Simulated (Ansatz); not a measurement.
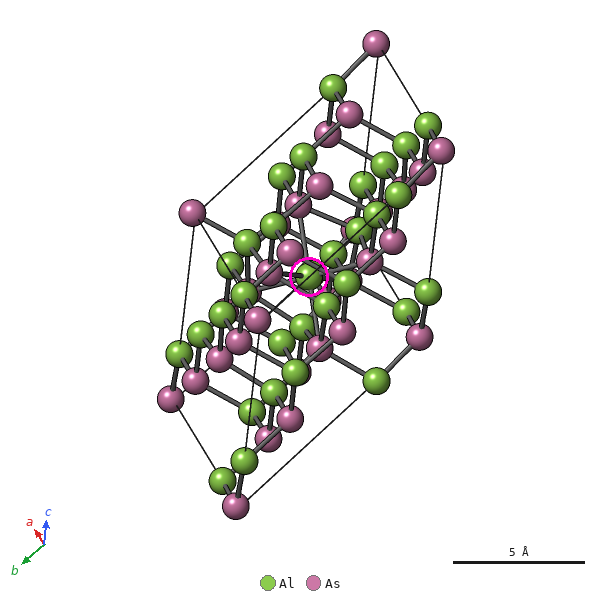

Shown here is a ball-and-stick view of the crystal, taken from a general direction. The supercell is outlined; an atom on or near a face, edge or corner is repeated at each equivalent position. The host is AlAs, in a cell of 32 sites, and the cell carries a charge of +3. A ring marks the defect's site.

### Where does the cell differ from the host, and how?

An interstitial aluminium atom. It is bonded to six As in an octahedral arrangement at about 2.8 Å. Not all metal-metal contacts are counted.

The atoms were relaxed in the host's cell with DFT PBE, scalar-relativistic, plane waves, PAW in Ansatz 0.2.0.
